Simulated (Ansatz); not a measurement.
# GaS: what the fields show

The calculation's input:

```
crystal:
  lattice:
    - [3.6300396068, -2.9e-09, 0.0]
    - [-1.8150198009, 3.1437065177, 0.0]
    - [0.0, 0.0, 17.7754647076]
  atoms:
    - { symbol: Ga, position: [0.3333333333, 0.6666666667, 0.1804787465] }
    - { symbol: Ga, position: [0.6666666667, 0.3333333333, 0.6804787465] }
    - { symbol: Ga, position: [0.3333333333, 0.6666666667, 0.3195212535] }
    - { symbol: Ga, position: [0.6666666667, 0.3333333333, 0.8195212535] }
    - { symbol: S, position: [0.3333333333, 0.6666666667, 0.6195654752] }
    - { symbol: S, position: [0.6666666667, 0.3333333333, 0.1195654752] }
    - { symbol: S, position: [0.3333333333, 0.6666666667, 0.8804345248] }
    - { symbol: S, position: [0.6666666667, 0.3333333333, 0.3804345248] }
basis:
  ecutwfc: 420
kpoints:
  mp_grid: { grid: [12, 12, 2] }
  band_path:
    path:
      - [[0.0, 0.0, 0.0], [0.5, 0.0, 0.0], [0.33333333, 0.33333333, 0.0], [0.0, 0.0, 0.0], [0.0, 0.0, 0.5], [0.5, 0.0, 0.5], [0.33333333, 0.33333333, 0.5], [0.0, 0.0, 0.5]]
      - [[0.5, 0.0, 0.5], [0.5, 0.0, 0.0]]
      - [[0.33333333, 0.33333333, 0.5], [0.33333333, 0.33333333, 0.0]]
    npoints: 14
hamiltonian:
  xc: pbe
scf:
  occupations: { method: gaussian, width: 0.02 }
  n_extra_bands: 20
output:
  forces: true
  stress: true
  eigenvalues: true
  populations: true
  dos: { projected: true, de: 0.02, nscf_kmesh: { grid: [18, 18, 3] } }
  bader: true
  write_density: true
  write_potential: true
  elf: true
  volumetric_format: npy
```

Launched as:

```sh
ansatz run input.yaml --threads 1 --pin off --max-ram 2560MiB --backend cpu --events-out ev --progress --plain --runs-dir out
```

Below, planes, directions and counts refer to the conventional cell (a = 3.63 Å, b = 3.63 Å, c = 17.78 Å, α = 90.00°, β = 90.00°, γ = 120.00°).

Space group P6₃/mmc; a structure generated by program, which may or may not match a known phase.

Computed with Ansatz 0.2.0, DFT PBE, scalar-relativistic, plane waves, PAW.

The density is the valence pseudo-density of a PAW calculation; it isn't the true density close to the nuclei.

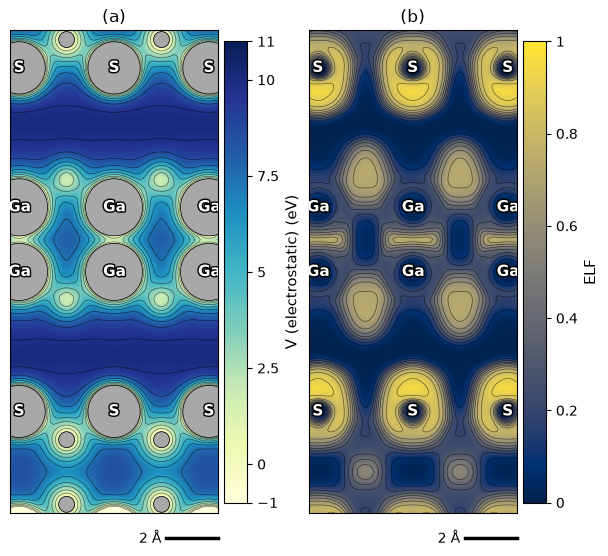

Figure 1. (a) electrostatic potential (local pseudopotential plus Hartree) felt by an electron; (b) electron localisation function on the (010) plane of the conventional cell. Grey discs cover the atomic cores in the potential map.

### Interpret the plot.

- Atoms in the plane: Ga and S.
- Ga–Ga (2.47 Å): the ELF peaks at about 0.75 between the atoms.
- The ELF also peaks beside S, away from the bonds: lone-pair regions.
- Outside the cores the potential energy rises away from the atoms and is highest about 2.2 Å from the nearest atoms; its zero is arbitrary.

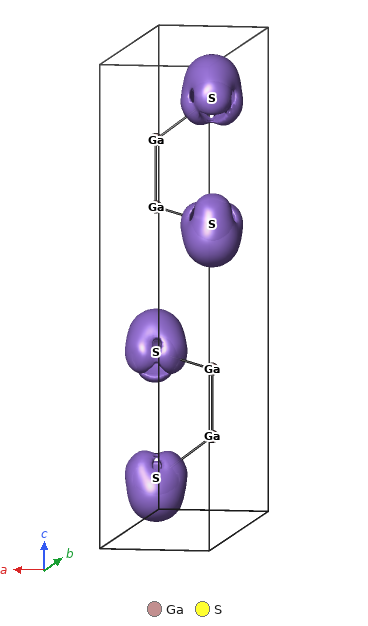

Figure 2. Isosurface of the electron localisation function at 0.8 (purple), seen at an oblique angle. Core shells and regions of very low density are left out. Sticks mark near contacts.

### Describe the localisation domains.

At this value the surface marks out four regions wrapped around S (the valence shell of each), counted in one cell of 8 atoms. Any copies at cell faces, edges or corners count once.


Ga–S (2.36 Å): the ELF peaks at about 0.90 in the valence shell of S, 0.8 Å from its nucleus, and is about 0.65 at the midpoint.

### What Bader charges does the calculation give?

Electrons move from Ga towards S. Bader charges: Ga +0.82 and S −0.82 e.

### Does the calculation give a band gap?

It is gapped, with a Kohn–Sham gap of 2.0 eV on the k-point mesh (the band edges may lie off the mesh, which would make the gap smaller).
